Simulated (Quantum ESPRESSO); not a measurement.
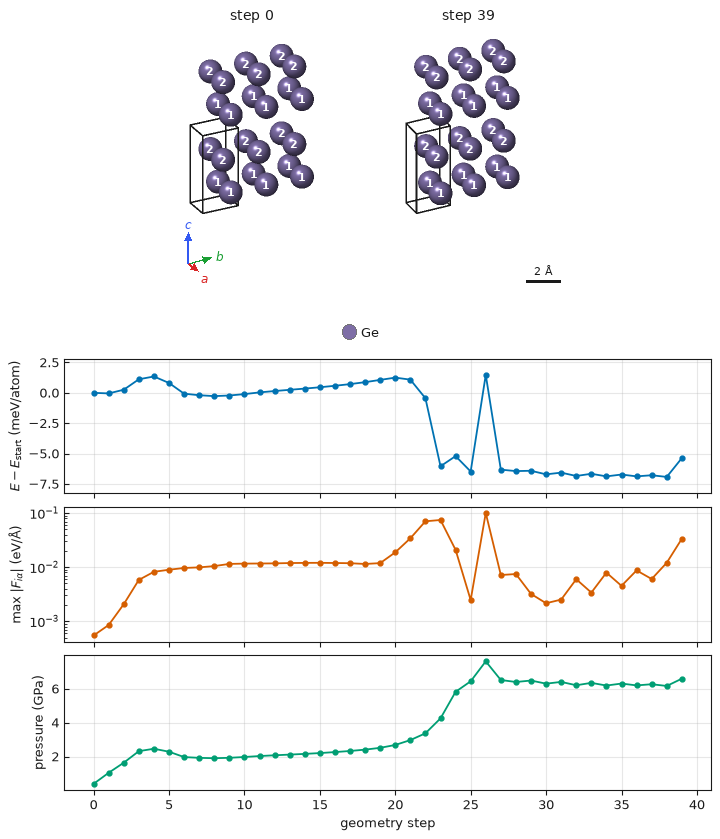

First and last geometry of a relaxation of solid Ge (set up in Cmcm), with the history of the run. Style: spheres-only. Shown: the cell of the calculation, repeated 2 × 3 × 2 with one cell outlined, slightly off an axis.

The run lets cell and atoms move.

Level of theory: Kohn-Sham DFT of a periodic cell, PBEsol, GBRV 1.5 PBEsol in Quantum ESPRESSO 7.5.

Input
```
&CONTROL
  calculation = 'vc-relax'
  prefix = 'pwscf'
  outdir = './tmp'
  pseudo_dir = './pseudo'
  tprnfor = .true.
  tstress = .true.
  disk_io = 'low'
  nstep = 40
  forc_conv_thr = 0.0004
  etot_conv_thr = 1d-05
/
&SYSTEM
  ibrav = 0
  nat = 2
  ntyp = 1
  ecutwfc = 52
  ecutrho = 414
  nbnd = 21
  occupations = 'smearing'
  smearing = 'fd'
  degauss = 0.00367493
/
&ELECTRONS
  conv_thr = 4d-10
  electron_maxstep = 120
  mixing_beta = 0.5
/
&IONS
  ion_dynamics = 'bfgs'
/
&CELL
  cell_dynamics = 'bfgs'
  press = 20
  press_conv_thr = 0.3
/
ATOMIC_SPECIES
Ge    72.6300 ge_pbesol_v1.4.uspp.F.UPF
CELL_PARAMETERS bohr
   2.8120124872   -4.9032527413    0.0000000000
   2.8120124872    4.9032527413    0.0000000000
   0.0000000000    0.0000000000    8.9338612710
ATOMIC_POSITIONS bohr
Ge     2.8120124872    1.6333065361    2.2334653178
Ge     2.8120124872   -1.6333065361    6.7003959533
K_POINTS automatic
10 10 6 0 0 0
```

Run as
```bash
OMP_NUM_THREADS=1 mpirun -n 2 pw.x -nk 2 -in pw.in > pw.out
```

Did the run converge, and what did it change?

The relaxation stopped without meeting its thresholds, so the last structure isn't shown to be converged. The energy falls by 5.4 meV per atom in 39 geometry steps. With the target pressure of 2 GPa, the enthalpy E + pV changes by −19.6 meV per atom. Largest force component: 0.00055 eV/Å at the start, 0.034 eV/Å at the end. Pressure: 0.39 GPa at the start and 6.59 GPa at the end. The largest moves relative to the cell, 0.43 Å, are those of Ge1 and Ge2. Ge1 goes along [1 −1 0]. Cell: a = b 2.991 → 2.943 Å (−1.6 %), c 4.728 → 4.831 Å (+2.2 %), γ 120.3° → 125.1°. Volume −6.2 %. Some distances before and after: Ge1–Ge2 2.928 → 2.570 Å, Ge1–Ge2 (another image) 2.924 → 3.268 Å, Ge1–Ge1 2.976 → 2.714 Å, Ge1–Ge1 (another image) 2.991 → 2.943 Å. The space group stays Cmcm (No. 63).
